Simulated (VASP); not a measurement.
MgO: geometry relaxation

The run: geometry relaxation of MgO (F-43m, 2 atoms in the cell). Method and program: DFT, plane waves, PAW, settings varied from a LDA run (VASP 6.6.1).

The structure was built on a prototype by a generator. The geometry comes from this level: PBE.

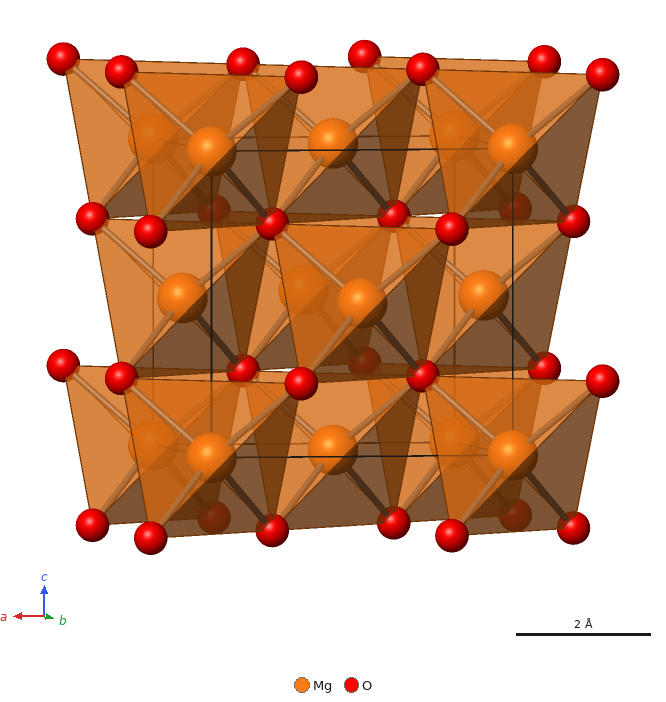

The structure as given in the input (polyhedral view of the cell 4 times as large as that of the calculation, set on its symmetry axes, seen at an oblique angle; polyhedra are completed across the faces of the cell).

### Summary

- outcome: converged
- space group (tolerance 0.01 Å): F-43m (216)
- electrons treated: 8
- free energy: −13.0692 eV
- Fermi energy: 1.192 eV
- pressure: 2.01 GPa
- final volume: 22.53 Å³
- largest force (length of the vector) at the end: under 0.001 eV/Å
- final cell: a = 3.170 Å, b = 3.170 Å, c = 3.170 Å, α = 60.00°, β = 60.00°, γ = 60.00°
- hardware: 1 CPU thread, shared host
- wall time: 14 s
- peak memory: 0.16 GiB

### Remarks

Settings chosen away from the usual ones: PSTRESS = 20; ALGO = Damped; TIME = 0.4; ISIF = 7; NELM = 93. The volume changed by more than 5 % on the plane waves of the start, so the result carries a basis error; a second relaxation from the end is advised.

### INCAR
```
ENCUT = 600.000000
SIGMA = 0.020000
EDIFF = 1.00e-07
EDIFFG = -5.00e-03
GGA = CA
PREC = Accurate
IBRION = 2
ISMEAR = -1
NBANDS = 11
NSW = 40
LASPH = .TRUE.
LCHARG = .FALSE.
LWAVE = .FALSE.
LREAL = .FALSE.
PSTRESS = 20
ALGO = Damped
TIME = 0.4
ISIF = 7
NELM = 93
```

### KPOINTS
```
KPOINTS created by Atomic Simulation Environment
0
Gamma
8 8 8
0 0 0
```

### POSCAR
```
Mg O
 1.0000000000000000
     0.0000000000000000    2.3060412378642976    2.3060412378642976
     2.3060412378642976    0.0000000000000000    2.3060412378642976
     2.3060412378642976    2.3060412378642976    0.0000000000000000
 Mg  O
   1   1
Cartesian
  0.0000000000000000  0.0000000000000000 -0.0000000000000000
  1.1530206189321488  1.1530206189321488  1.1530206189321488
```

Command:
```bash
mpirun -np 1 vasp_std
```

### OSZICAR
```
N       E                     dE             d eps       ncg     rms           ort
DAV:   1     0.516494965360E+02    0.51649E+02   -0.47106E+03   319   0.792E+02
DAV:   2    -0.102702406259E+02   -0.61920E+02   -0.58209E+02   319   0.195E+02
DAV:   3    -0.148815384106E+02   -0.46113E+01   -0.45613E+01   319   0.598E+01
DAV:   4    -0.151639228384E+02   -0.28238E+00   -0.27998E+00   319   0.143E+01
DAV:   5    -0.151870265354E+02   -0.23104E-01   -0.22955E-01   319   0.397E+00
SDA:   6    -0.902254433331E+01    0.61645E+01   -0.63718E+01   319   0.159E+02   0.000E+00
DMP:   7    -0.126478737331E+02   -0.36253E+01   -0.56188E+00   319   0.672E+00   0.192E+01
DMP:   8    -0.125210215958E+02    0.12685E+00   -0.50477E+00   319   0.207E+01  -0.210E+01
DMP:   9    -0.128857245689E+02   -0.36470E+00   -0.32127E+00   319   0.592E+00   0.552E+00
DMP:  10    -0.130083379171E+02   -0.12261E+00    0.55100E-02   319   0.595E-01  -0.192E+00
DMP:  11    -0.129917802111E+02    0.16558E-01   -0.46079E-01   319   0.141E+00  -0.683E-01
DMP:  12    -0.130203183575E+02   -0.28538E-01   -0.94486E-02   319   0.130E-01   0.277E-01
DMP:  13    -0.130215342749E+02   -0.12159E-02   -0.18291E-02   319   0.113E-01  -0.177E-01
DMP:  14    -0.130229629720E+02   -0.14287E-02   -0.31926E-02   319   0.702E-02   0.252E-02
DMP:  15    -0.130246811883E+02   -0.17182E-02   -0.17205E-03   319   0.197E-03   0.609E-03
DMP:  16    -0.130245688244E+02    0.11236E-03   -0.19538E-03   319   0.866E-03  -0.989E-03
DMP:  17    -0.130247107795E+02   -0.14196E-03   -0.14169E-03   319   0.269E-03   0.222E-03
DMP:  18    -0.130247708647E+02   -0.60085E-04   -0.28943E-05   319   0.278E-04  -0.538E-04
DMP:  19    -0.130247667111E+02    0.41536E-05   -0.19916E-04   319   0.605E-04  -0.281E-04
DMP:  20    -0.130247800226E+02   -0.13312E-04   -0.60437E-05   319   0.871E-05   0.168E-04
DMP:  21    -0.130247818109E+02   -0.17883E-05   -0.30037E-06   319   0.311E-05  -0.617E-05
DMP:  22    -0.130247819164E+02   -0.10555E-06   -0.12750E-05   319   0.327E-05  -0.224E-06
DMP:  23    -0.130247826647E+02   -0.74828E-06   -0.16487E-06   319   0.201E-06   0.554E-06
DMP:  24    -0.130247826555E+02    0.91721E-08   -0.49020E-07   319   0.298E-06  -0.458E-06
   1 F= -.12718621E+02 E0= -.12718621E+02  d E =-.127186E+02
       N       E                     dE             d eps       ncg     rms           ort
SDA:   1    -0.119082273145E+02    0.11166E+01   -0.92733E+00   319   0.232E+01   0.000E+00
DMP:   2    -0.126044500365E+02   -0.69622E+00   -0.48068E+00   319   0.750E+00   0.118E+01
DMP:   3    -0.129373314034E+02   -0.33288E+00   -0.15414E+00   319   0.205E+00   0.473E+00
DMP:   4    -0.130342054656E+02   -0.96874E-01   -0.26890E-01   319   0.297E-01   0.981E-01
DMP:   5    -0.130443913768E+02   -0.10186E-01   -0.16518E-02   319   0.105E-01  -0.168E-01
DMP:   6    -0.130438863590E+02    0.50502E-03   -0.33235E-02   319   0.109E-01  -0.668E-02
DMP:   7    -0.130461449886E+02   -0.22586E-02   -0.24534E-02   319   0.498E-02   0.301E-02
DMP:   8    -0.130478848965E+02   -0.17399E-02   -0.12472E-02   319   0.213E-02   0.258E-02
DMP:   9    -0.130487688628E+02   -0.88397E-03   -0.44705E-03   319   0.619E-03   0.131E-02
DMP:  10    -0.130490418644E+02   -0.27300E-03   -0.85367E-04   319   0.119E-03   0.247E-03
DMP:  11    -0.130490838956E+02   -0.42031E-04   -0.26519E-04   319   0.676E-04  -0.341E-05
DMP:  12    -0.130490988493E+02   -0.14954E-04   -0.13136E-04   319   0.296E-04   0.840E-05
DMP:  13    -0.130491067394E+02   -0.78901E-05   -0.64359E-05   319   0.136E-04   0.658E-05
DMP:  14    -0.130491112548E+02   -0.45154E-05   -0.34660E-05   319   0.619E-05   0.648E-05
DMP:  15    -0.130491135936E+02   -0.23388E-05   -0.11138E-05   319   0.163E-05   0.303E-05
DMP:  16    -0.130491142690E+02   -0.67538E-06   -0.33004E-06   319   0.599E-06   0.593E-06
DMP:  17    -0.130491144728E+02   -0.20380E-06   -0.12574E-06   319   0.240E-06   0.194E-06
DMP:  18    -0.130491145465E+02   -0.73696E-07   -0.42316E-07   319   0.851E-07   0.541E-07
   2 F= -.12776828E+02 E0= -.12776828E+02  d E =-.582070E-01
       N       E                     dE             d eps       ncg     rms           ort
SDA:   1    -0.130005036147E+02    0.48611E-01   -0.46748E-01   319   0.117E+00   0.000E+00
DMP:   2    -0.130387094403E+02   -0.38206E-01   -0.30992E-01   319   0.492E-01   0.740E-01
DMP:   3    -0.130612959261E+02   -0.22586E-01   -0.10471E-01   319   0.127E-01   0.353E-01
DMP:   4    -0.130680138871E+02   -0.67180E-02   -0.19576E-02   319   0.206E-02   0.741E-02
DMP:   5    -0.130689222409E+02   -0.90835E-03   -0.17054E-03   319   0.560E-03  -0.349E-03
DMP:   6    -0.130689170115E+02    0.52293E-05   -0.14028E-03   319   0.524E-03  -0.454E-03
DMP:   7    -0.130690105000E+02   -0.93488E-04   -0.14237E-03   319   0.312E-03   0.116E-03
DMP:   8    -0.130691159673E+02   -0.10547E-03   -0.77271E-04   319   0.128E-03   0.171E-03
DMP:   9    -0.130691709194E+02   -0.54952E-04   -0.27655E-04   319   0.380E-04   0.815E-04
DMP:  10    -0.130691887113E+02   -0.17792E-04   -0.65451E-05   319   0.879E-05   0.198E-04
DMP:  11    -0.130691923152E+02   -0.36039E-05   -0.15615E-05   319   0.327E-05   0.166E-05
DMP:  12    -0.130691931306E+02   -0.81538E-06   -0.68988E-06   319   0.166E-05   0.172E-06
DMP:  13    -0.130691935608E+02   -0.43018E-06   -0.39349E-06   319   0.821E-06   0.426E-06
DMP:  14    -0.130691938368E+02   -0.27598E-06   -0.19950E-06   319   0.347E-06   0.396E-06
DMP:  15    -0.130691939740E+02   -0.13724E-06   -0.72087E-07   319   0.109E-06   0.187E-06
DMP:  16    -0.130691940202E+02   -0.46230E-07   -0.21617E-07   319   0.346E-07   0.509E-07
   3 F= -.12787916E+02 E0= -.12787916E+02  d E =-.692947E-01
```

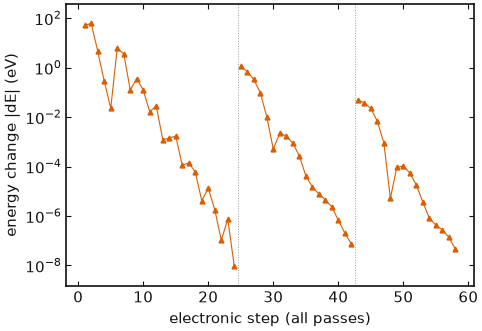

Convergence of the self-consistent field: energy change |dE| against the electronic step. Each stretch between dotted lines is the SCF of one geometry step of a relaxation. The 3 ionic steps take 16 to 24 electronic steps each. The density is held fixed in the first few steps, and dE rises again when its update begins.

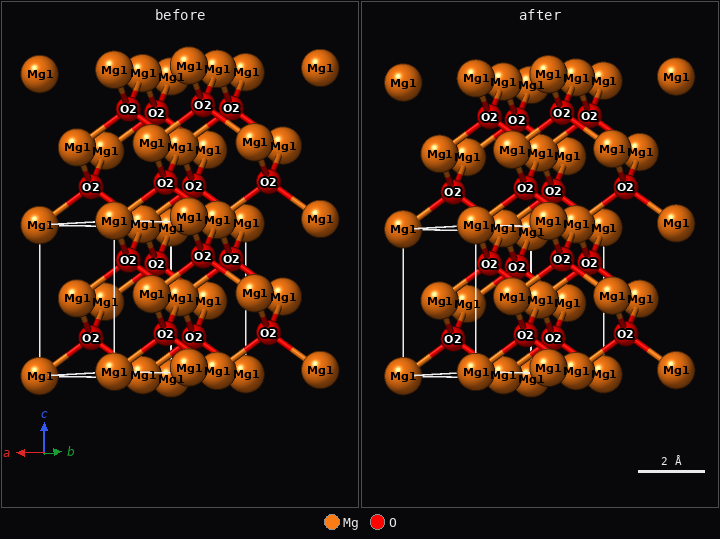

Before (left) and after (right) the relaxation, at one scale (ball-and-stick view of the cell 4 times as large as that of the calculation, set on its symmetry axes, repeated 1 × 2 × 2, seen at an oblique angle). The atoms keep their places relative to the cell (all moves are under 0.005 Å). The drawn cell changes as follows: a = b = c 4.612 → 4.484 Å (−2.8 %); the volume changes by −8.1 %. Among the contacts that change: Mg1–O2 1.997 → 1.941 Å. The space group stays F-43m (No. 216). (Atoms are counted from 1 in the order of the input.)

### Parts of OUTCAR
```
k-points           NKPTS =     29   k-points in BZ     NKDIM =     29   number of bands    NBANDS=     11

   NELECT =       8.0000    total number of electrons

   dimension x,y,z NGX =    28 NGY =   28 NGZ =   28
   dimension x,y,z NGXF=    56 NGYF=   56 NGZF=   56

  energy-cutoff  :      600.00
  volume of cell :       22.53
      direct lattice vectors                 reciprocal lattice vectors
     0.000000000  2.241793330  2.241793330    -0.223035725  0.223035725  0.223035725
     2.241793330  0.000000000  2.241793330     0.223035725 -0.223035725  0.223035725
     2.241793330  2.241793330  0.000000000     0.223035725  0.223035725 -0.223035725

 k-points in reciprocal lattice and weights: KPOINTS created by Atomic Simulation Env
   0.00000000  0.00000000  0.00000000       0.002
   0.12500000  0.00000000  0.00000000       0.016
   0.25000000  0.00000000  0.00000000       0.016
   0.37500000  0.00000000  0.00000000       0.016
   0.50000000  0.00000000  0.00000000       0.008
   0.12500000  0.12500000  0.00000000       0.012
   0.25000000  0.12500000  0.00000000       0.047
   0.37500000  0.12500000  0.00000000       0.047
   0.50000000  0.12500000  0.00000000       0.047
  -0.37500000  0.12500000  0.00000000       0.047
  -0.25000000  0.12500000  0.00000000       0.047
  -0.12500000  0.12500000  0.00000000       0.023
   0.25000000  0.25000000  0.00000000       0.012
   0.37500000  0.25000000  0.00000000       0.047
   0.50000000  0.25000000  0.00000000       0.047
  -0.37500000  0.25000000  0.00000000       0.047
  -0.25000000  0.25000000  0.00000000       0.023
   0.37500000  0.37500000  0.00000000       0.012
   0.50000000  0.37500000  0.00000000       0.047
  -0.37500000  0.37500000  0.00000000       0.023
   0.50000000  0.50000000  0.00000000       0.006
   0.37500000  0.25000000  0.12500000       0.047
   0.50000000  0.25000000  0.12500000       0.094
  -0.37500000  0.25000000  0.12500000       0.047
   0.50000000  0.37500000  0.12500000       0.047
  -0.37500000  0.37500000  0.12500000       0.094
  -0.25000000  0.37500000  0.12500000       0.047
  -0.37500000  0.50000000  0.12500000       0.023
  -0.25000000  0.50000000  0.25000000       0.012

 E-fermi :   1.1921

 k-point     1 :       0.0000    0.0000    0.0000
  band No.  band energies     occupation
      1     -15.0309      2.00000
      2       0.7326      2.00000
      3       0.7326      2.00000
      4       0.7326      2.00000
      5       4.5955      0.00000
      6      17.8364      0.00000
      7      17.8364      0.00000
      8      17.8364      0.00000
      9      21.3001      0.00000
     10      21.4627      0.00000
     11      21.4877      0.00000

 k-point     2 :       0.1250    0.0000    0.0000
  band No.  band energies     occupation
      1     -14.9238      2.00000
      2       0.0100      2.00000
      3       0.7045      2.00000
      4       0.7045      2.00000
      5       5.4281      0.00000
      6      16.5077      0.00000
      7      17.7443      0.00000
      8      17.7443      0.00000
      9      19.7227      0.00000
     10      19.7227      0.00000
     11      20.8137      0.00000

 k-point     3 :       0.2500    0.0000    0.0000
  band No.  band energies     occupation
      1     -14.6534      2.00000
      2      -1.2159      2.00000
      3       0.6374      2.00000
      4       0.6374      2.00000
      5       6.9790      0.00000
      6      14.1897      0.00000
      7      16.7426      0.00000
      8      16.7426      0.00000
      9      20.2680      0.00000
     10      20.2680      0.00000
     11      20.4057      0.00000

 k-point     4 :       0.3750    0.0000    0.0000
  band No.  band energies     occupation
      1     -14.3634      2.00000
      2      -2.1629      2.00000
      3       0.5718      2.00000
      4       0.5718      2.00000
      5       8.5392      0.00000
      6      12.0771      0.00000
      7      15.8247      0.00000
      8      15.8247      0.00000
      9      20.6019      0.00000
     10      21.8688      0.00000
     11      21.8688      0.00000

 k-point     5 :       0.5000    0.0000    0.0000
  band No.  band energies     occupation
      1     -14.2367      2.00000
      2      -2.5158      2.00000
      3       0.5450      2.00000
      4       0.5450      2.00000
      5       9.7267      0.00000
      6      10.6832      0.00000
      7      15.5001      0.00000
      8      15.5001      0.00000
      9      20.8660      0.00000
     10      22.9456      0.00000
     11      22.9456      0.00000

 [... the levels of 23 k-points are left out ...]

 k-point    29 :      -0.2500    0.5000    0.2500
  band No.  band energies     occupation
      1     -13.9947      2.00000
      2      -1.1899      2.00000
      3      -0.9684      2.00000
      4      -0.3867      2.00000
      5       8.4379      0.00000
      6      12.4336      0.00000
      7      14.9925      0.00000
      8      15.1328      0.00000
      9      21.5092      0.00000
     10      21.6023      0.00000
     11      26.9644      0.00000

  Total        0.2823565      0.2823565      0.2823565     -0.0000000      0.0000000     -0.0000000
  in kB       20.0766680     20.0766680     20.0766680     -0.0000000      0.0000000     -0.0000000
  external PRESSURE =       0.0766680 kB  Pullay stress =      20.0000000 kB

 POSITION                                       TOTAL-FORCE (eV/Angst)
 -----------------------------------------------------------------------------------
      0.00000      0.00000      0.00000         0.000000      0.000000      0.000000
      1.12090      1.12090      1.12090        -0.000000     -0.000000     -0.000000
 -----------------------------------------------------------------------------------
    total drift:                               -0.000000     -0.000000     -0.000000

  FREE ENERGIE OF THE ION-ELECTRON SYSTEM (eV)
  ---------------------------------------------------
  free  energy   TOTEN  =       -13.0691940202 eV

  energy  without entropy=      -13.0691940202  energy(sigma->0) =      -13.06919402
```

### CONTCAR
```
Mg O
   1.00000000000000
     0.0000000000000000    2.2417933299709709    2.2417933299709709
     2.2417933299709709    0.0000000000000000    2.2417933299709709
     2.2417933299709709    2.2417933299709709    0.0000000000000000
  Mg              O
     1     1
Direct
     0.0000000000000000    0.0000000000000000    0.0000000000000000
     0.2500000000000000    0.2500000000000000    0.2500000000000000

  0.00000000E+00  0.00000000E+00  0.00000000E+00
  0.00000000E+00  0.00000000E+00  0.00000000E+00
```
